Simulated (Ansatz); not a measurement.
**TaC3: density, localisation and related maps**

```xyz
4
Lattice="4.2041 0.0000 0.0000 0.0000 4.2041 0.0000 0.0000 0.0000 4.2041" Properties=species:S:1:pos:R:3 pbc="T T T"
Ta    2.1021    2.1021    2.1021
C     0.0000    2.1021    2.1021
C     2.1021    0.0000    2.1021
C     2.1021    2.1021    0.0000
```

Space group Pm-3m; a structure generated by program, which may or may not match a known phase; computed without spin polarisation.

These are results of DFT PBE, scalar-relativistic, plane waves, PAW (Ansatz), not measurements.

Core electrons are frozen (PAW), and the valence fields are smoothed inside the atomic spheres.

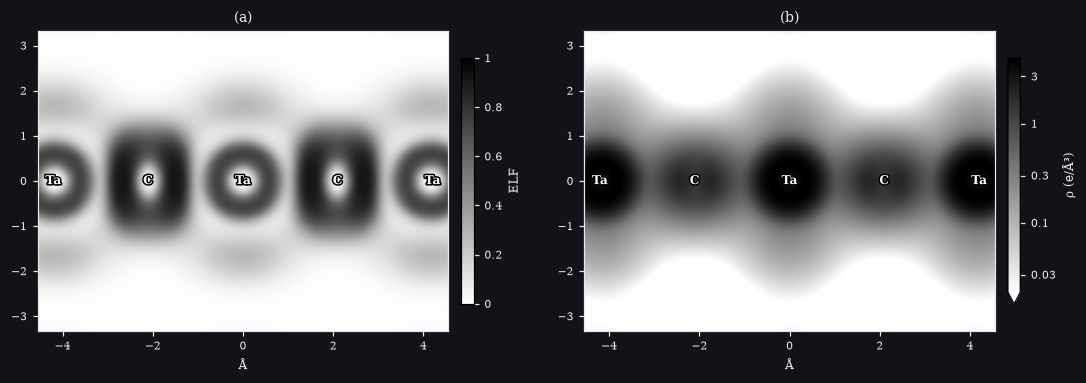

Figure 1. (a) electron localisation function; (b) valence electron density on the (101) plane of the conventional cell.

Question: Describe what can be read from this map.

Answer:
- The section cuts through Ta and C sites.
- Ta–C (2.10 Å): the density is about 0.78 e/Å³ at the midpoint; the ELF peaks at about 0.90 in the valence shell of C, 0.6 Å from its nucleus, and is about 0.30 at the midpoint.
- Between the atoms the lowest density in this plane is 0.002 e/Å³.
- The features right at Ta lie inside the PAW spheres, where the map follows smoothed inner orbitals and isn't to be read closely.

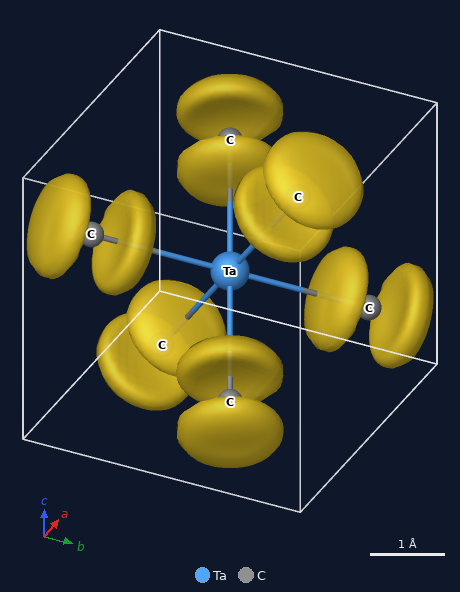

Figure 2. Isosurface of the ELF at 0.8 (yellow), seen at an oblique angle. Core shells and regions of very low density are left out. Sticks mark near contacts.

Question: Identify the bonds, lone pairs and shells in this picture.

Answer: The surface consists of six lobes of the valence shell of C pointing towards Ta (polar bonds), counted in one cell of 4 atoms. Regions shared between cells count once.

Question: Does the calculation give a band gap?

Answer: It is metallic or semimetallic at this level of theory: no gap opens.
